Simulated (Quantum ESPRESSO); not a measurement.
## Run report: MoS₂, band-structure run (part 1 of 2)

MoS₂ (P-6m2, 9 atoms in the cell), computed with Kohn-Sham DFT of a periodic cell, LDA, GBRV 1.5 LDA, no spin polarisation (Quantum ESPRESSO 7.5).

The structure derives from a Materials Project entry.

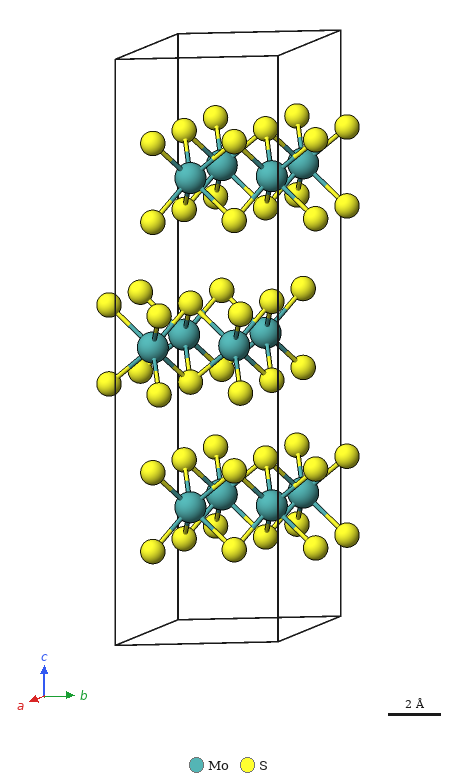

*The structure as given in the input (ball-and-stick view of the 2 × 2 repeat of the cell, with the vacuum cut short, seen slightly off an axis; bonded neighbours outside the cell are drawn too).*

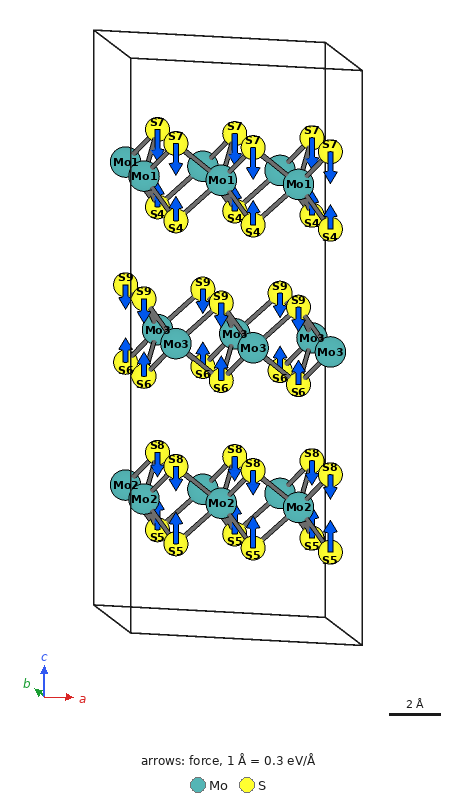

*Forces on the atoms as blue arrows (ball-and-stick view of the 3 × 2 repeat of the cell, with the vacuum cut short, seen slightly off an axis; atoms are numbered from 1 in the order of the input); the smallest are left out.*

The largest act on S5, S7 (0.39 eV/Å); S4, S6, S8, S9 (0.30 eV/Å). The geometry is not a stationary point of this energy.

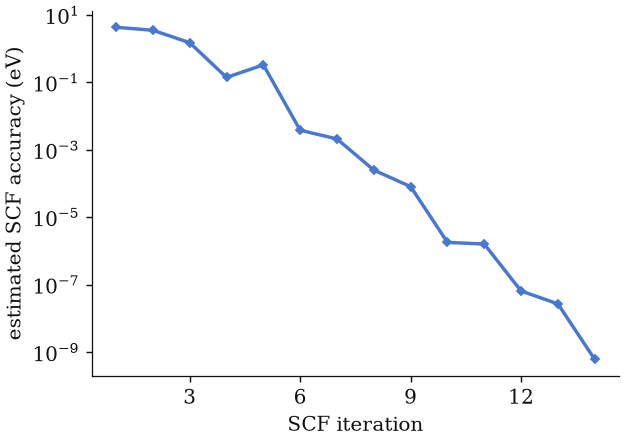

*Convergence of the self-consistent field: estimated SCF accuracy against the iteration.*

The field takes 14 iterations in all.

These pictures come from the run below.

Input file:
```
&CONTROL
  calculation = 'scf'
  prefix = 'pwscf'
  outdir = './tmp'
  pseudo_dir = './pseudo'
  tprnfor = .true.
  tstress = .true.
  disk_io = 'low'
/
&SYSTEM
  ibrav = 0
  celldm(1) = 8
  nat = 9
  ntyp = 2
  ecutwfc = 45
  ecutrho = 360
  nbnd = 51
  occupations = 'smearing'
  smearing = 'fd'
  degauss = 0.00367493
/
&ELECTRONS
  conv_thr = 1.8d-09
  electron_maxstep = 120
  mixing_beta = 0.5
/
ATOMIC_SPECIES
Mo    95.9500 mo_lda_v1.uspp.F.UPF
S     32.0600 s_lda_v1.4.uspp.F.UPF
CELL_PARAMETERS alat
  0.7521146633154   0.0000000000000   0.0000000000000
 -0.3760573316459   0.6513504049746   0.0000000000000
  0.0000000000000   0.0000000000000   6.7055324792708
ATOMIC_POSITIONS crystal
Mo     0.3333333333    0.6666666667    0.2281647700
Mo     0.3333333333    0.6666666667    0.7718352300
Mo     0.6666666667    0.3333333333    0.0000000000
S      0.6666666667    0.3333333333    0.1734930900
S      0.6666666667    0.3333333333    0.7171875100
S      0.3333333333    0.6666666667    0.9453341200
S      0.6666666667    0.3333333333    0.2828124900
S      0.6666666667    0.3333333333    0.8265069100
S      0.3333333333    0.6666666667    0.0546658800
K_POINTS automatic
10 10 1 0 0 0
```

File bands.in:
```
&CONTROL
  calculation = 'bands'
  prefix = 'pwscf'
  outdir = './tmp'
  pseudo_dir = './pseudo'
  disk_io = 'low'
  verbosity = 'high'
/
&SYSTEM
  ibrav = 0
  celldm(1) = 8
  nat = 9
  ntyp = 2
  ecutwfc = 45
  ecutrho = 360
  nbnd = 51
  occupations = 'smearing'
  smearing = 'fd'
  degauss = 0.00367493
/
&ELECTRONS
  conv_thr = 1d-08
  electron_maxstep = 120
  mixing_beta = 0.5
  diago_full_acc = .true.
  startingwfc = 'random'
/
ATOMIC_SPECIES
Mo    95.9500 mo_lda_v1.uspp.F.UPF
S     32.0600 s_lda_v1.4.uspp.F.UPF
CELL_PARAMETERS alat
  0.7521146633154   0.0000000000000   0.0000000000000
 -0.3760573316459   0.6513504049746   0.0000000000000
  0.0000000000000   0.0000000000000   6.7055324792708
ATOMIC_POSITIONS crystal
Mo     0.3333333333    0.6666666667    0.2281647700
Mo     0.3333333333    0.6666666667    0.7718352300
Mo     0.6666666667    0.3333333333    0.0000000000
S      0.6666666667    0.3333333333    0.1734930900
S      0.6666666667    0.3333333333    0.7171875100
S      0.3333333333    0.6666666667    0.9453341200
S      0.6666666667    0.3333333333    0.2828124900
S      0.6666666667    0.3333333333    0.8265069100
S      0.3333333333    0.6666666667    0.0546658800
K_POINTS crystal
62
 0.0000000000  0.0000000000  0.0000000000 1
 0.0555555556  0.0000000000  0.0000000000 1
 0.1111111111  0.0000000000  0.0000000000 1
 0.1666666667  0.0000000000  0.0000000000 1
 0.2222222222  0.0000000000  0.0000000000 1
 0.2777777778  0.0000000000  0.0000000000 1
 0.3333333333  0.0000000000  0.0000000000 1
 0.3888888889  0.0000000000  0.0000000000 1
 0.4444444444  0.0000000000  0.0000000000 1
 0.5000000000  0.0000000000  0.0000000000 1
 0.4666666667  0.0666666667  0.0000000000 1
 0.4333333333  0.1333333333  0.0000000000 1
 0.4000000000  0.2000000000  0.0000000000 1
 0.3666666667  0.2666666667  0.0000000000 1
 0.3333333333  0.3333333333  0.0000000000 1
 0.3055555556  0.3055555556  0.0000000000 1
 0.2777777778  0.2777777778  0.0000000000 1
 0.2500000000  0.2500000000  0.0000000000 1
 0.2222222222  0.2222222222  0.0000000000 1
 0.1944444444  0.1944444444  0.0000000000 1
 0.1666666667  0.1666666667  0.0000000000 1
 0.1388888889  0.1388888889  0.0000000000 1
 0.1111111111  0.1111111111  0.0000000000 1
 0.0833333333  0.0833333333  0.0000000000 1
 0.0555555556  0.0555555556  0.0000000000 1
 0.0277777778  0.0277777778  0.0000000000 1
 0.0000000000  0.0000000000  0.0000000000 1
 0.0000000000  0.0000000000  0.5000000000 1
 0.0500000000  0.0000000000  0.5000000000 1
 0.1000000000  0.0000000000  0.5000000000 1
 0.1500000000  0.0000000000  0.5000000000 1
 0.2000000000  0.0000000000  0.5000000000 1
 0.2500000000  0.0000000000  0.5000000000 1
 0.3000000000  0.0000000000  0.5000000000 1
 0.3500000000  0.0000000000  0.5000000000 1
 0.4000000000  0.0000000000  0.5000000000 1
 0.4500000000  0.0000000000  0.5000000000 1
 0.5000000000  0.0000000000  0.5000000000 1
 0.4722222222  0.0555555556  0.5000000000 1
 0.4444444444  0.1111111111  0.5000000000 1
 0.4166666667  0.1666666667  0.5000000000 1
 0.3888888889  0.2222222222  0.5000000000 1
 0.3611111111  0.2777777778  0.5000000000 1
 0.3333333333  0.3333333333  0.5000000000 1
 0.3095238095  0.3095238095  0.5000000000 1
 0.2857142857  0.2857142857  0.5000000000 1
 0.2619047619  0.2619047619  0.5000000000 1
 0.2380952381  0.2380952381  0.5000000000 1
 0.2142857143  0.2142857143  0.5000000000 1
 0.1904761905  0.1904761905  0.5000000000 1
 0.1666666667  0.1666666667  0.5000000000 1
 0.1428571429  0.1428571429  0.5000000000 1
 0.1190476190  0.1190476190  0.5000000000 1
 0.0952380952  0.0952380952  0.5000000000 1
 0.0714285714  0.0714285714  0.5000000000 1
 0.0476190476  0.0476190476  0.5000000000 1
 0.0238095238  0.0238095238  0.5000000000 1
 0.0000000000  0.0000000000  0.5000000000 1
 0.5000000000  0.0000000000  0.5000000000 1
 0.5000000000  0.0000000000  0.0000000000 1
 0.3333333333  0.3333333333  0.0000000000 1
 0.3333333333  0.3333333333  0.5000000000 1
```

Launched with:
```bash
OMP_NUM_THREADS=1 mpirun -n 2 pw.x -nk 2 -in pw.in > pw.out
OMP_NUM_THREADS=1 mpirun -n 2 pw.x -nk 2 -in bands.in > bands.out
```

Output:
```
This program is part of the open-source Quantum ESPRESSO suite
     for quantum simulation of materials; please cite
         "P. Giannozzi et al., J. Phys.:Condens. Matter 21 395502 (2009);
         "P. Giannozzi et al., J. Phys.:Condens. Matter 29 465901 (2017);
         "P. Giannozzi et al., J. Chem. Phys. 152 154105 (2020);
          URL
     in publications or presentations arising from this work. More details at

     Message from routine setup:
     using ibrav=0 with symmetry is DISCOURAGED, use correct ibrav instead

     K-points division:     npool     =       2
     Subspace diagonalization in iterative solution of the eigenvalue problem:
     a serial algorithm will be used

     G-vector sticks info
     --------------------
     sticks:   dense  smooth     PW     G-vecs:    dense   smooth      PW
     Sum         913     439    139               193991    68395   11147

     Using Slab Decomposition

     bravais-lattice index     =            0
     lattice parameter (alat)  =       8.0000  a.u.
     unit-cell volume          =    1681.9070 (a.u.)^3
     number of atoms/cell      =            9
     number of atomic types    =            2
     number of electrons       =        78.00
     number of Kohn-Sham states=           51
     kinetic-energy cutoff     =      45.0000  Ry
     charge density cutoff     =     360.0000  Ry
     scf convergence threshold =      1.8E-09
     mixing beta               =       0.5000
     number of iterations used =            8  plain     mixing
     Exchange-correlation=  SLA  PZ   NOGX NOGC
                           (   1   1   0   0   0   0   0)

     celldm(1)=   8.000000  celldm(2)=   0.000000  celldm(3)=   0.000000
     celldm(4)=   0.000000  celldm(5)=   0.000000  celldm(6)=   0.000000

     crystal axes: (cart. coord. in units of alat)
               a(1) = (   0.752115   0.000000   0.000000 )
               a(2) = (  -0.376057   0.651350   0.000000 )
               a(3) = (   0.000000   0.000000   6.705532 )

     reciprocal axes: (cart. coord. in units 2 pi/alat)
               b(1) = (  1.329585  0.767636 -0.000000 )
               b(2) = (  0.000000  1.535272  0.000000 )
               b(3) = (  0.000000 -0.000000  0.149131 )

     PseudoPot. # 1 for Mo read from file:
     mo_lda_v1.uspp.F.UPF
     Pseudo is Ultrasoft + core correction, Zval = 14.0
     Generated by new atomic code, or converted to UPF format
     Using radial grid of  889 points,  6 beta functions with:
                l(1) =   0
                l(2) =   0
                l(3) =   1
                l(4) =   1
                l(5) =   2
                l(6) =   2
     Q(r) pseudized with  6 coefficients,  rinner =    1.000   1.000   1.000
                                                       1.000   1.000

     PseudoPot. # 2 for S  read from file:
     s_lda_v1.4.uspp.F.UPF
     Pseudo is Ultrasoft + core correction, Zval =  6.0
     Generated by new atomic code, or converted to UPF format
     Using radial grid of  907 points,  6 beta functions with:
                l(1) =   0
                l(2) =   0
                l(3) =   1
                l(4) =   1
                l(5) =   2
                l(6) =   2
     Q(r) pseudized with  8 coefficients,  rinner =    1.300   1.300   1.300
                                                       1.300   1.300

     atomic species   valence    mass     pseudopotential
     Mo               14.00    95.95000     Mo( 1.00)
     S                 6.00    32.06000     S ( 1.00)

     12 Sym. Ops. (no inversion) found

   Cartesian axes

     site n.     atom                  positions (alat units)
         1        Mo     tau(   1) = (  -0.0000000   0.4342336   1.5299663  )
         2        Mo     tau(   2) = (  -0.0000000   0.4342336   5.1755662  )
         3        Mo     tau(   3) = (   0.3760573   0.2171168   0.0000000  )
         4        S      tau(   4) = (   0.3760573   0.2171168   1.1633635  )
         5        S      tau(   5) = (   0.3760573   0.2171168   4.8091241  )
         6        S      tau(   6) = (  -0.0000000   0.4342336   6.3389686  )
         7        S      tau(   7) = (   0.3760573   0.2171168   1.8964083  )
         8        S      tau(   8) = (   0.3760573   0.2171168   5.5421689  )
         9        S      tau(   9) = (  -0.0000000   0.4342336   0.3665638  )

     number of k points=    14  Fermi-Dirac smearing, width (Ry)=  0.0037
                       cart. coord. in units 2pi/alat
        k(    1) = (   0.0000000   0.0000000   0.0000000), wk =   0.0200000
        k(    2) = (   0.0000000   0.1535272   0.0000000), wk =   0.1200000
        k(    3) = (   0.0000000   0.3070544   0.0000000), wk =   0.1200000
        k(    4) = (   0.0000000   0.4605816   0.0000000), wk =   0.1200000
        k(    5) = (   0.0000000   0.6141088   0.0000000), wk =   0.1200000
        k(    6) = (   0.0000000  -0.7676360   0.0000000), wk =   0.0600000
        k(    7) = (   0.1329585   0.2302908   0.0000000), wk =   0.1200000
        k(    8) = (   0.1329585   0.3838180   0.0000000), wk =   0.2400000
        k(    9) = (   0.1329585   0.5373452   0.0000000), wk =   0.2400000
        k(   10) = (   0.1329585   0.6908724   0.0000000), wk =   0.2400000
        k(   11) = (   0.2659169   0.4605816   0.0000000), wk =   0.1200000
        k(   12) = (   0.2659169   0.6141088   0.0000000), wk =   0.2400000
        k(   13) = (   0.2659169   0.7676360   0.0000000), wk =   0.1200000
        k(   14) = (   0.3988754   0.6908724   0.0000000), wk =   0.1200000

     Dense  grid:   193991 G-vectors     FFT dimensions: (  40,  40, 324)

     Smooth grid:    68395 G-vectors     FFT dimensions: (  25,  25, 240)

     Initial potential from superposition of free atoms

     starting charge      77.9972, renormalised to      78.0000

     negative rho (up, down):  7.084E-04 0.000E+00
     Starting wfcs are   63 randomized atomic wfcs

     Self-consistent Calculation

     iteration #  1     ecut=    45.00 Ry     beta= 0.50
     Davidson diagonalization with overlap
     ethr =  1.00E-02,  avg # of iterations =  2.0

     Threshold (ethr) on eigenvalues was too large:
     Diagonalizing with lowered threshold

     Davidson diagonalization with overlap
     ethr =  2.87E-04,  avg # of iterations =  4.0

     negative rho (up, down):  7.298E-04 0.000E+00

     total energy              =    -563.59021197 Ry
     estimated scf accuracy    <       0.31919373 Ry

     iteration #  2     ecut=    45.00 Ry     beta= 0.50
     Davidson diagonalization with overlap
     ethr =  4.09E-04,  avg # of iterations =  2.0

     negative rho (up, down):  7.196E-04 0.000E+00

     total energy              =    -563.60322196 Ry
     estimated scf accuracy    <       0.25514822 Ry

     iteration #  3     ecut=    45.00 Ry     beta= 0.50
     Davidson diagonalization with overlap
     ethr =  3.27E-04,  avg # of iterations =  2.0

     negative rho (up, down):  7.258E-04 0.000E+00

     total energy              =    -563.65603584 Ry
     estimated scf accuracy    <       0.10870834 Ry

     iteration #  4     ecut=    45.00 Ry     beta= 0.50
     Davidson diagonalization with overlap
     ethr =  1.39E-04,  avg # of iterations =  1.0

     negative rho (up, down):  7.240E-04 0.000E+00

     total energy              =    -563.66754501 Ry
     estimated scf accuracy    <       0.01011567 Ry

     iteration #  5     ecut=    45.00 Ry     beta= 0.50
     Davidson diagonalization with overlap
     ethr =  1.30E-05,  avg # of iterations =  3.8

     negative rho (up, down):  7.221E-04 0.000E+00

     total energy              =    -563.66849404 Ry
     estimated scf accuracy    <       0.02443457 Ry
```
